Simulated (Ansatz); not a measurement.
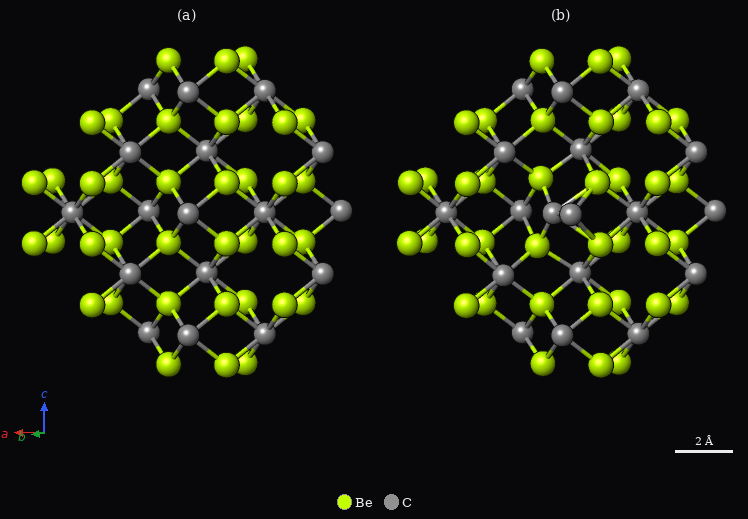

Left: perfect Be₂C. Right: the same region with one point defect, after relaxing the atoms in a supercell of 96 sites. A ball-and-stick model of the atoms within 6.0 Å of one point, in a slice 3.4 Å thick across the line of sight, seen from a free direction.

All numbers below come from DFT, PBEsol, PAW, plane waves (Ansatz 0.2.0). (plane-wave cutoff 420 eV; k-point mesh 1 × 1 × 1; mesh shifted by (0.25, 0.25, 0.25); no spin polarisation) Fermi-Dirac smearing of 0.01 eV. The axes drawn are those of the host's conventional cell.

**What kind of defect was made?**

An extra carbon atom is put between the host's atoms (an interstitial).

The charge state of the cell is 0.

**What does the relaxation do around it?**

The C atom starts with 8 Be at 1.86 to 1.87 Å, 6 C at 2.15 to 2.16 Å around its place and ends with 1 C at 1.35 Å. Of the host's atoms, a carbon atom moves furthest from its site, by 0.68 Å. The C atom itself moves 1.72 Å from where it was put.
